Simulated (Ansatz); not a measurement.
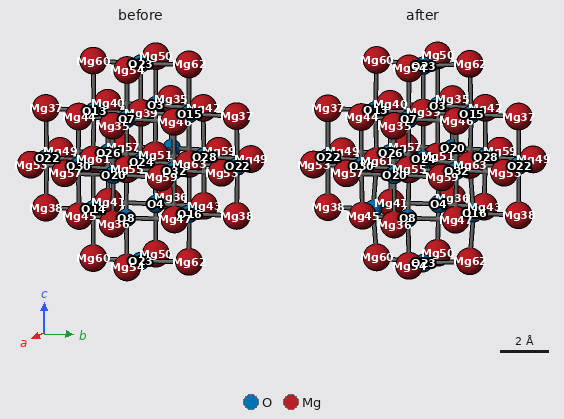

The structure of a defect cell of composition O32Mg31 before (left) and after (right) a relaxation, at one scale.

Style: ball-and-stick. Shown: the atoms within 5.0 Å of the atom that moves most (axes of the cell of the calculation), slightly off an axis.

Theory: DFT, PBEsol, PAW, plane waves (Ansatz). Set-up: plane-wave cutoff 420 eV; k-point mesh 1 × 1 × 1; mesh shifted by (0.25, 0.25, 0.25); no spin polarisation; atoms relaxed in a fixed cell; force threshold 0.03 eV/Å; at most 80 steps.

Summarise the run.

Answer. O24 moves most: 0.14 Å roughly along [0 1 3]. Largest moves by element: O 0.14 Å, Mg 0.10 Å. The cell stays as it was. Among the contacts that change: O4–Mg36 2.116 → 1.995 Å, O14–Mg38 2.113 → 1.994 Å, O13–Mg61 2.049 → 2.158 Å, O22–Mg61 2.061 → 2.157 Å. Bond angles that change, for instance: O16–Mg63–O24 89.3° → 99.0°, O4–Mg51–O24 90.0° → 99.2°, O8–Mg55–O24 90.6° → 99.0°. The energy falls by 1.179 eV per cell of the calculation in 3 geometry steps. Largest force component: 1.3 eV/Å at the start, 0.019 eV/Å at the end. The run took 4.2 s on 1 × NVIDIA GB300 Max-Q with 8 threads of Arm Neoverse-V2, peak memory 1.6 GiB.

Limits of the set-up: the periodic images lie only 8.4 Å apart, so the values are limited by the cell's size.
